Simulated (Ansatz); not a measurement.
Consider CdTe (slab).

```cif
data_structure
_symmetry_space_group_name_H-M 'P 1'
_symmetry_Int_Tables_number 1
_cell_length_a 4.6805
_cell_length_b 6.6193
_cell_length_c 24.3611
_cell_angle_alpha 90.000
_cell_angle_beta 90.000
_cell_angle_gamma 90.000
_cell_volume 754.74
loop_
_atom_site_label
_atom_site_type_symbol
_atom_site_fract_x
_atom_site_fract_y
_atom_site_fract_z
_atom_site_occupancy
Cd1 Cd 0.50000 0.44617 0.33175 1
Te1 Te 0.00000 0.24483 0.30003 1
Cd2 Cd 0.00000 0.02448 0.39989 1
Te2 Te 0.50000 0.77111 0.40542 1
Cd3 Cd 0.50000 0.51468 0.50000 1
Te3 Te 0.00000 0.26209 0.50000 1
Cd4 Cd 0.00000 0.02449 0.60011 1
Te4 Te 0.50000 0.77112 0.59458 1
Cd5 Cd 0.50000 0.44619 0.66825 1
Te5 Te 0.00000 0.24484 0.69998 1
```

Level of theory: DFT PBE, scalar-relativistic, plane waves, PAW (Ansatz 0.2.0).

Predict the valence pseudo-density and electron localisation function between the atoms.

Answer. Cd–Te (2.80 Å): ρ at the midpoint is about 0.36 e/Å³; the ELF is about 0.50 at the midpoint.
Cd–Te (2.86 Å): the density is about 0.32 e/Å³ at the midpoint; the ELF is about 0.50 at the midpoint and 0.15 at its lowest between the atoms.

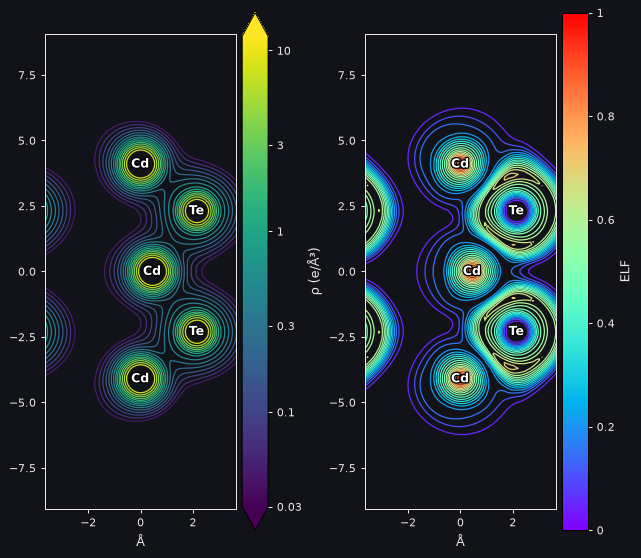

Computed valence pseudo-density and electron localisation function on the (100) plane of the calculation cell, a cut from vacuum to vacuum, in this order. 

In a PAW calculation such maps are meaningful between the atoms, not at the nuclei.
